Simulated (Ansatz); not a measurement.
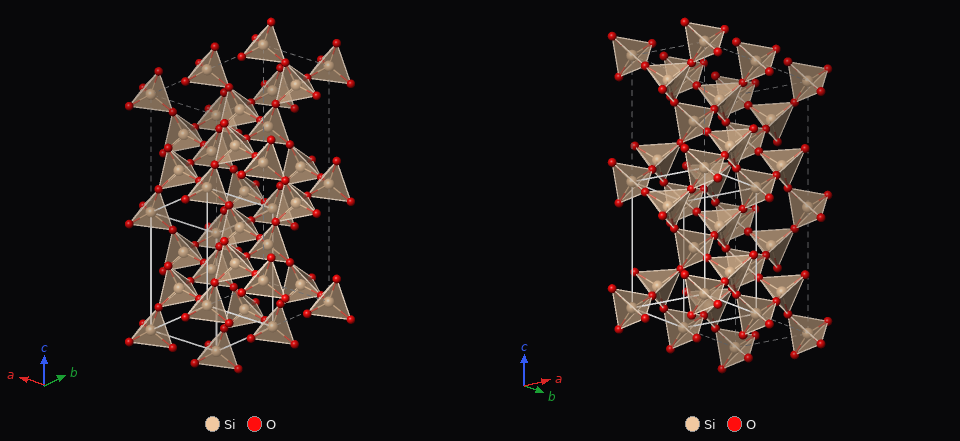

Polyhedra are drawn about Si (bonds: O–Si below 1.8 Å); other atoms are plain spheres. Two views of the same piece.

SiO₂ (space group I-42d, No. 122). Coordinates: coordinates from a relaxation with Ansatz 0.2.0, DFT PBEsol, scalar-relativistic, plane waves, PAW.

Sharing among the drawn polyhedra:

```json
{"site": "Si", "polyhedron": "SiO4 tetrahedron", "corner-sharing neighbours": "4", "edge-sharing": "0", "face-sharing": "0", "bond (Å)": "1.62"}
```

They form a three-dimensional framework of corner-sharing tetrahedra.
